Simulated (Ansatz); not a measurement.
System: Al₂Cu.

Input file:

```
crystal:
  lattice:
    - [0.0, 2.8624358738, 2.8624358738]
    - [2.8624358738, 0.0, 2.8624358738]
    - [2.8624358738, 2.8624358738, 0.0]
  atoms:
    - { symbol: Al, position: [0.25, 0.25, 0.25] }
    - { symbol: Al, position: [0.75, 0.75, 0.75] }
    - { symbol: Cu, position: [0.0, 0.0, 0.0] }
basis:
  ecutwfc: 420
kpoints:
  mp_grid: { grid: [12, 12, 12] }
hamiltonian:
  xc: pbesol
scf:
  occupations: { method: gaussian, width: 0.1 }
output:
  forces: true
  stress: true
  eigenvalues: true
  write_density: true
  write_potential: true
  elf: true
  volumetric_format: npy
relax:
  adjacent_minimum: "off"
  f_tol: 0.01
  max_steps: 60
  cell: { stress_tol: 0.1 }
```

Command:

```sh
ansatz run input.yaml --threads 1 --pin off --max-ram 2560MiB --backend cpu --events-out ev --progress --plain --runs-dir out
```

Below, planes, directions and counts refer to the conventional cell (a = 5.72 Å, b = 5.72 Å, c = 5.72 Å, α = 90.00°, β = 90.00°, γ = 90.00°).

Space group Fm-3m; computed without spin polarisation.

Computed with DFT PBEsol, scalar-relativistic, plane waves, PAW (Ansatz).

Q: What will maps of the valence pseudo-density and electron localisation function show?

A: Al–Cu (2.48 Å): ρ at the midpoint is about 0.32 e/Å³; the ELF peaks at about 0.70 between the atoms.

Q: Metal or insulator at this level of theory?

A: It is metallic or semimetallic at this level of theory: no gap opens.

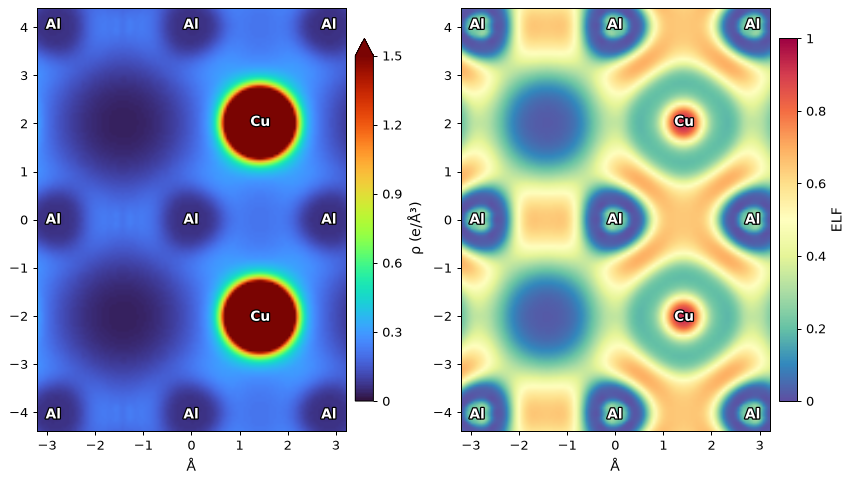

Computed valence pseudo-density and electron localisation function on the (101) plane of the conventional cell, in this order. 

In a PAW calculation such maps are meaningful between the atoms, not at the nuclei.
